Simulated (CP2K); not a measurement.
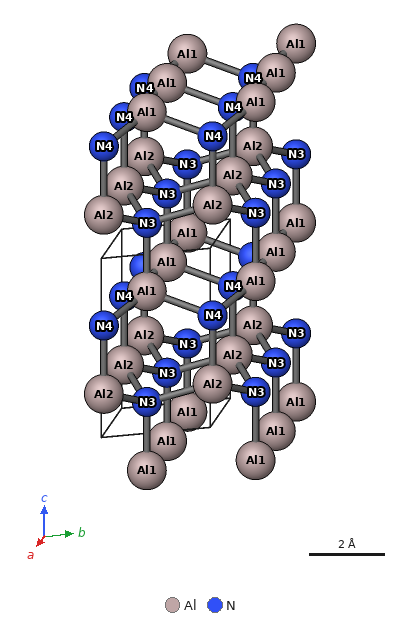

Figure 1. The input geometry (ball-and-stick view of the cell of the calculation, repeated 3 × 2 × 2, seen slightly off an axis; atoms are numbered from 1 in the order of the input). Near neighbours in the crystal (not all of them lie inside the picture): Al has 4 N at 1.89 to 1.90 Å; N has 4 Al at 1.89 to 1.90 Å.

**AlN: single-point calculation**

AlN (4 atoms in the cell), computed with with the settings of its input (CP2K 2026.2).

The structure was built on a prototype by a generator. The geometry comes from this level: r2SCAN. It belongs to a series of runs on one base structure; here: ELECTRONIC_TEMPERATURE = 50.

What the program printed:
```
CP2K| version string:                                       CP2K version 2026.2
 CP2K|            -lib tblite libvori libbqb
 CP2K| Input file name                                                   run.inp

 GLOBAL| Force Environment number                                              1
 GLOBAL| Cholesky decomposition library                                ScaLAPACK
 GLOBAL| Direct generalized diagonalization requested                          F
 GLOBAL| Matrix multiplication library                                 ScaLAPACK

 GENERATE|  Preliminary Number of Bonds generated:                             0
 GENERATE|  Achieved consistency in connectivity generation.

 *******************************************************************************
 *******************************************************************************
 **                                                                           **
 **     #####                         ##              ##                      **
 **    ##   ##            ##          ##              ##                      **
 **   ##     ##                       ##            ######                    **
 **   ##     ##  ##   ##  ##   #####  ##  ##   ####   ##    #####    #####    **
 **   ##     ##  ##   ##  ##  ##      ## ##   ##      ##   ##   ##  ##   ##   **
 **   ##  ## ##  ##   ##  ##  ##      ####     ###    ##   ######   ######    **
 **    ##  ###   ##   ##  ##  ##      ## ##      ##   ##   ##       ##        **
 **     #######   #####   ##   #####  ##  ##  ####    ##    #####   ##        **
 **           ##                                                    ##        **
 **                                                                           **
 **                                                ... make the atoms dance   **
 **                                                                           **
 **                      J. Chem. Phys. 152, 194103 (2020)                    **
 **                                                                           **
 *******************************************************************************

 *** available. The full set of unoccupied MOs will be used. Use           ***
 *** 'ADDED_MOS -1' to always use all available MOs and to get rid of this ***
 *** warning.                                                              ***

 TOTAL NUMBERS AND MAXIMUM NUMBERS

  Total number of            - Atomic kinds:                                   2
                             - Atoms:                                          4
                             - Shell sets:                                     4
                             - Shells:                                         8
                             - Primitive Cartesian functions:                 18
                             - Cartesian basis functions:                     16
                             - Spherical basis functions:                     16

  Maximum angular momentum of- Orbital basis functions:                        1
                             - Local part of the GTH pseudopotential:          2
                             - Non-local part of the GTH pseudopotential:      2

 SCF PARAMETERS         Density guess:                                    ATOMIC
                        --------------------------------------------------------
                        max_scf:                                              80
                        max_scf_history:                                       0
                        max_diis:                                              4
                        --------------------------------------------------------
                        eps_scf:                                        1.00E-06
                        eps_scf_history:                                0.00E+00
                        eps_diis:                                       1.00E-01
                        eps_eigval:                                     1.00E-05
                        --------------------------------------------------------
                        level_shift [a.u.]:                             0.000000
                        added MOs                                         8    0
                        --------------------------------------------------------
                        Mixing method:                            BROYDEN_MIXING
                                                charge density mixing in g-space
                        --------------------------------------------------------
                        Smear method:                                FERMI_DIRAC
                        Electronic temperature [K]:                         50.0
                        Electronic temperature [a.u.]:                  1.58E-04
                        Accuracy threshold:                             1.00E-10
                        --------------------------------------------------------
                        No outer SCF

 Extrapolation method: initial_guess

 Number of electrons:                                                         16
 Number of occupied orbitals:                                                  8
 Number of molecular orbitals:                                                16

 Number of orbital functions:                                                 16
 Number of independent orbital functions:                                     16

 SCF WAVEFUNCTION OPTIMIZATION

  ------------------------------------------------------------------------------
     1 NoMix/Diag. 0.30E+00    0.5     1.61415626       -24.0992440333 -2.41E+01
     2 Broy./Diag. 0.30E+00    0.7     0.16619273       -22.2430398637  1.86E+00
     3 Broy./Diag. 0.30E+00    0.7     0.09234137       -23.6824963186 -1.44E+00
     4 Broy./Diag. 0.30E+00    0.7     0.00601365       -24.0933390509 -4.11E-01
     5 Broy./Diag. 0.30E+00    0.7     0.00353759       -24.0380108845  5.53E-02
     6 Broy./Diag. 0.30E+00    0.7     0.00009078       -24.0613647444 -2.34E-02
     7 Broy./Diag. 0.30E+00    0.7     0.00002871       -24.0620269136 -6.62E-04
     8 Broy./Diag. 0.30E+00    0.7     0.00000333       -24.0619849837  4.19E-05
     9 Broy./Diag. 0.30E+00    0.7     0.00000598       -24.0620637536 -7.88E-05
    10 Broy./Diag. 0.30E+00    0.7     0.00000044       -24.0620696506 -5.90E-06

  *** SCF run converged in    10 steps ***

  Electronic density on regular grids:        -15.9999999965        0.0000000035
  Core density on regular grids:               15.9999999980       -0.0000000020
  Total charge density on r-space grids:        0.0000000016
  Total charge density g-space grids:           0.0000000016

  Overlap energy of the core charge distribution:               0.00000000062839
  Self energy of the core charge distribution:                -60.98502935044593
  Core Hamiltonian energy:                                     18.43811439600477
  Hartree energy:                                              25.49159189282372
  Exchange-correlation energy:                                 -7.00674658959564
  Electronic entropic energy:                                  -0.00000000000000
  Fermi energy:                                                 0.42193967052582

  Total energy:                                               -24.06206965058468
  Total energy (extrapolated to T->0):                        -24.06206965058468

 KPOINTS| Band Structure Calculation
 KPOINTS| Number of k-point sets                                               6
 KPOINTS| Number of added MOs/bands                                            6
 KPOINTS| Number of k-points in set    1                                       1
 KPOINTS| In units of b-vector [2pi/Bohr]
 KPOINTS| Special point     1 not specifi     0.000000     0.000000     0.000000
 KPOINTS| Time for k-point line                                            0.003
 KPOINTS| Number of k-points in set    2                                       1
 KPOINTS| In units of b-vector [2pi/Bohr]
 KPOINTS| Special point     1 not specifi     0.500000     0.000000     0.000000
 KPOINTS| Time for k-point line                                            0.003
 KPOINTS| Number of k-points in set    3                                       1
 KPOINTS| In units of b-vector [2pi/Bohr]
 KPOINTS| Special point     1 not specifi     0.333333     0.333333     0.000000
 KPOINTS| Time for k-point line                                            0.003
 KPOINTS| Number of k-points in set    4                                       1
 KPOINTS| In units of b-vector [2pi/Bohr]
 KPOINTS| Special point     1 not specifi     0.000000     0.000000     0.500000
 KPOINTS| Time for k-point line                                            0.003
 KPOINTS| Number of k-points in set    5                                       1
 KPOINTS| In units of b-vector [2pi/Bohr]
 KPOINTS| Special point     1 not specifi     0.500000     0.000000     0.500000
 KPOINTS| Time for k-point line                                            0.003
 KPOINTS| Number of k-points in set    6                                       1
 KPOINTS| In units of b-vector [2pi/Bohr]
 KPOINTS| Special point     1 not specifi     0.333333     0.333333     0.500000
 KPOINTS| Time for k-point line                                            0.003

 ENERGY| Total FORCE_EVAL ( QS ) energy [hartree]            -24.062071222037186

 FORCES| Atomic forces [hartree/bohr]
 FORCES|   Atom     x               y               z               |f|
 FORCES|      1  1.90656548E-10  1.06050269E-08  5.20638887E-03   5.20638887E-03
 FORCES|      2 -1.90723014E-10 -1.10608877E-08  5.20638708E-03   5.20638708E-03
 FORCES|      3  7.16325530E-09  5.65219213E-09 -5.55227709E-03   5.55227709E-03
 FORCES|      4 -7.16328784E-09 -5.19234688E-09 -5.55224546E-03   5.55224546E-03
 FORCES| Sum    -9.89996748E-14  3.98445385E-12 -6.91746599E-04
 FORCES| Total atomic force                                       6.91746599E-04

 STRESS| Analytical stress tensor [bar]
 STRESS|                        x                   y                   z
 STRESS|      x        1.48312634495E+05  -8.91594402648E-01  -1.25934023173E-07
 STRESS|      y       -8.91594402648E-01   1.48311404323E+05  -1.85299294849E-02
 STRESS|      z       -1.25934023173E-07  -1.85299294849E-02   2.17889094442E+05
 STRESS| 1/3 Trace                                             1.71504377754E+05
 STRESS| Determinant                                           4.79278768270E+15

 STRESS| Eigenvectors and eigenvalues of the analytical stress tensor [bar]
 STRESS|                        1                   2                   3
 STRESS| Eigenvalues   1.48310936233E+05   1.48313102586E+05   2.17889094442E+05
 STRESS|      x           0.464836644986      0.885396461185      0.000000000002
 STRESS|      y           0.885396461185     -0.464836644986     -0.000000266320
 STRESS|      z           0.000000235798     -0.000000123797      1.000000000000
```

File bands.bs:
```
# Set 1: 1 special points, 1 k-points, 16 bands
#  Special point 1          0.00000000     0.00000000     0.00000000  not specified
#  Point 1      Spin 1:     0.00000000     0.00000000     0.00000000       1.00000000
#   Band    Energy [eV]     Occupation
       1    -8.66657454     2.00000000
       2    -6.29938693     2.00000000
       3     0.26661246     2.00000000
       4     6.40301026     2.00000000
       5     6.40301350     2.00000000
       6     7.61689787     2.00000000
       7     7.61690028     2.00000000
       8     7.74275151     2.00000000
       9    12.04599922     0.00000000
      10    14.97792035     0.00000000
      11    19.01037922     0.00000000
      12    19.01040270     0.00000000
      13    19.73130082     0.00000000
      14    20.08430981     0.00000000
      15    21.39370683     0.00000000
      16    21.39374181     0.00000000
# Set 2: 1 special points, 1 k-points, 16 bands
#  Special point 1          0.50000000     0.00000000     0.00000000  not specified
#  Point 1      Spin 1:     0.50000000     0.00000000     0.00000000       1.00000000
#   Band    Energy [eV]     Occupation
       1    -6.52029157     2.00000000
       2    -5.70715877     2.00000000
       3     0.95783460     2.00000000
       4     2.43499965     2.00000000
       5     3.25002674     2.00000000
       6     4.51281792     2.00000000
       7     5.15377126     2.00000000
       8     6.56402529     2.00000000
       9    15.47266406     0.00000000
      10    16.50767639     0.00000000
      11    17.72759770     0.00000000
      12    19.57445412     0.00000000
      13    20.81272898     0.00000000
      14    21.35699131     0.00000000
      15    23.52498188     0.00000000
      16    23.53550205     0.00000000
# Set 3: 1 special points, 1 k-points, 16 bands
#  Special point 1          0.33333333     0.33333333     0.00000000  not specified
#  Point 1      Spin 1:     0.33333333     0.33333333     0.00000000       1.00000000
#   Band    Energy [eV]     Occupation
       1    -5.92566602     2.00000000
       2    -5.92566494     2.00000000
       3     1.44026030     2.00000000
       4     2.70873765     2.00000000
       5     2.70874695     2.00000000
       6     4.34121897     2.00000000
       7     4.34122222     2.00000000
       8     4.52006400     2.00000000
       9    16.37251916     0.00000000
      10    18.60267993     0.00000000
      11    18.98771238     0.00000000
      12    18.98773456     0.00000000
      13    20.19733043     0.00000000
      14    20.19734381     0.00000000
      15    23.81285678     0.00000000
      16    23.81294012     0.00000000
# Set 4: 1 special points, 1 k-points, 16 bands
#  Special point 1          0.00000000     0.00000000     0.50000000  not specified
#  Point 1      Spin 1:     0.00000000     0.00000000     0.50000000       1.00000000
#   Band    Energy [eV]     Occupation
       1    -7.72218005     2.00000000
       2    -7.72217998     2.00000000
       3     3.66976235     2.00000000
       4     3.66976241     2.00000000
       5     6.98986579     2.00000000
       6     6.98986586     2.00000000
       7     6.98986969     2.00000000
       8     6.98986976     2.00000000
       9    14.43979739     0.00000000
      10    14.43979747     0.00000000
      11    19.09329591     0.00000000
      12    19.09329591     0.00000000
      13    20.10512482     0.00000000
      14    20.10512485     0.00000000
      15    20.10515289     0.00000000
      16    20.10515292     0.00000000
# Set 5: 1 special points, 1 k-points, 16 bands
#  Special point 1          0.50000000     0.00000000     0.50000000  not specified
#  Point 1      Spin 1:     0.50000000     0.00000000     0.50000000       1.00000000
#   Band    Energy [eV]     Occupation
       1    -6.09232316     2.00000000
       2    -6.09232278     2.00000000
       3     0.78451472     2.00000000
       4     0.78451487     2.00000000
       5     5.39302850     2.00000000
       6     5.39302877     2.00000000
       7     5.81790815     2.00000000
       8     5.81790877     2.00000000
       9    14.66998994     0.00000000
      10    14.66999035     0.00000000
      11    19.79931603     0.00000000
      12    19.79931614     0.00000000
      13    21.08268824     0.00000000
      14    21.08268885     0.00000000
      15    22.52910535     0.00000000
      16    22.52910555     0.00000000
# Set 6: 1 special points, 1 k-points, 16 bands
#  Special point 1          0.33333333     0.33333333     0.50000000  not specified
#  Point 1      Spin 1:     0.33333333     0.33333333     0.50000000       1.00000000
#   Band    Energy [eV]     Occupation
       1    -5.87412274     2.00000000
       2    -5.87412267     2.00000000
       3     1.61426237     2.00000000
       4     1.61426240     2.00000000
       5     2.59804385     2.00000000
       6     2.59804390     2.00000000
       7     6.24980273     2.00000000
       8     6.24980277     2.00000000
       9    17.46487872     0.00000000
      10    17.46487877     0.00000000
      11    17.79097732     0.00000000
      12    17.79097737     0.00000000
      13    20.10886960     0.00000000
      14    20.10886966     0.00000000
      15    24.20326422     0.00000000
      16    24.20326423     0.00000000
```

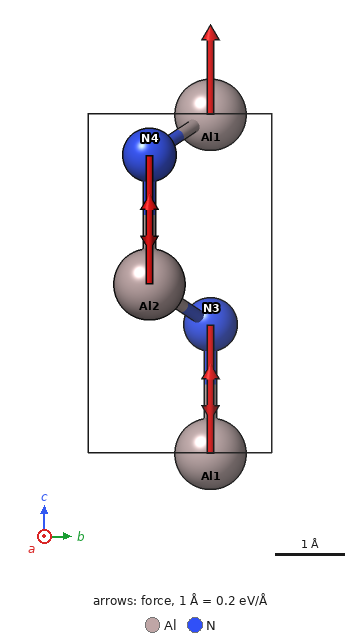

Figure 2. Forces on the atoms as red arrows (ball-and-stick view of the cell of the calculation, along the a axis; atoms are numbered from 1 in the order of the input). The largest act on N3, N4 (0.29 eV/Å); Al1, Al2 (0.27 eV/Å). The geometry is not a stationary point of this energy.

This output came from the following input.

Input:
```
&GLOBAL
 PROJECT run
 RUN_TYPE ENERGY_FORCE
 PRINT_LEVEL LOW
&END GLOBAL
&FORCE_EVAL
 METHOD QS
 STRESS_TENSOR ANALYTICAL
 &DFT
  BASIS_SET_FILE_NAME BASIS_MOLOPT
  POTENTIAL_FILE_NAME GTH_POTENTIALS
  &QS
   EXTRAPOLATION USE_GUESS
  &END QS
  &MGRID
   CUTOFF 500
   REL_CUTOFF 50
  &END MGRID
  &XC
   &XC_FUNCTIONAL PBE
   &END XC_FUNCTIONAL
  &END XC
  &KPOINTS
   SCHEME MONKHORST-PACK 5 5 5
   SYMMETRY F
   FULL_GRID F
  &END KPOINTS
  &SCF
   ADDED_MOS 10
   EPS_SCF 1e-6
   MAX_SCF 80
   &DIAGONALIZATION
   &END DIAGONALIZATION
   &MIXING
    METHOD BROYDEN_MIXING
    ALPHA 0.3
   &END MIXING
   &SMEAR
    METHOD FERMI_DIRAC
    ELECTRONIC_TEMPERATURE [K] 50
   &END SMEAR
   &PRINT
    &ITERATION_INFO
    &END ITERATION_INFO
   &END PRINT
  &END SCF
  &PRINT
   &BAND_STRUCTURE
    FILE_NAME bands.bs
    ADDED_MOS 6
    &KPOINT_SET
     UNITS B_VECTOR
     SPECIAL_POINT 0.00000000 0.00000000 0.00000000
     NPOINTS 0
    &END KPOINT_SET
    &KPOINT_SET
     UNITS B_VECTOR
     SPECIAL_POINT 0.50000000 0.00000000 0.00000000
     NPOINTS 0
    &END KPOINT_SET
    &KPOINT_SET
     UNITS B_VECTOR
     SPECIAL_POINT 0.33333333 0.33333333 0.00000000
     NPOINTS 0
    &END KPOINT_SET
    &KPOINT_SET
     UNITS B_VECTOR
     SPECIAL_POINT 0.00000000 0.00000000 0.50000000
     NPOINTS 0
    &END KPOINT_SET
    &KPOINT_SET
     UNITS B_VECTOR
     SPECIAL_POINT 0.50000000 0.00000000 0.50000000
     NPOINTS 0
    &END KPOINT_SET
    &KPOINT_SET
     UNITS B_VECTOR
     SPECIAL_POINT 0.33333333 0.33333333 0.50000000
     NPOINTS 0
    &END KPOINT_SET
   &END BAND_STRUCTURE
  &END PRINT
 &END DFT
 &SUBSYS
  &CELL
   A 3.10669376 0.00000000 0.00000000
   B -1.55334688 2.69047572 0.00000000
   C 0.00000000 -0.00000000 4.97859155
  &END CELL
  &COORD
   SCALED
   Al 0.33333333 0.66666667 -0.00329547
   Al 0.66666667 0.33333333 0.49670453
   N 0.33333333 0.66666667 0.37829547
   N 0.66666667 0.33333333 0.87829547
  &END COORD
  &KIND Al
   BASIS_SET SZV-MOLOPT-SR-GTH
   POTENTIAL GTH-PBE
  &END KIND
  &KIND N
   BASIS_SET SZV-MOLOPT-SR-GTH
   POTENTIAL GTH-PBE
  &END KIND
 &END SUBSYS
 &PRINT
  &STRESS_TENSOR
  &END STRESS_TENSOR
  &FORCES
  &END FORCES
 &END PRINT
&END FORCE_EVAL
```

Launch command:
```bash
cp2k.psmp -i run.inp
```

Key numbers:

```json
{"quantity": "outcome", "value": "converged"}
{"quantity": "space group (tolerance 0.01 Å)", "value": "P6₃mc (186)"}
{"quantity": "electrons treated", "value": "16"}
{"quantity": "free energy", "value": "−654.7623 eV"}
{"quantity": "band gap", "value": "4.30 eV"}
{"quantity": "pressure", "value": "17.15 GPa"}
{"quantity": "largest force (length of the vector)", "value": "0.286 eV/Å"}
{"quantity": "hardware", "value": "2 threads of Arm Neoverse N1, 98 GiB of memory available, shared host"}
{"quantity": "wall time", "value": "9 s (CPU time 16 s)"}
{"quantity": "peak memory", "value": "0.22 GiB"}
```

Remarks:

Settings chosen away from the usual ones: ELECTRONIC_TEMPERATURE = 50. The cell is under a pressure of 17.2 GPa at this level, so it is not at its equilibrium volume.
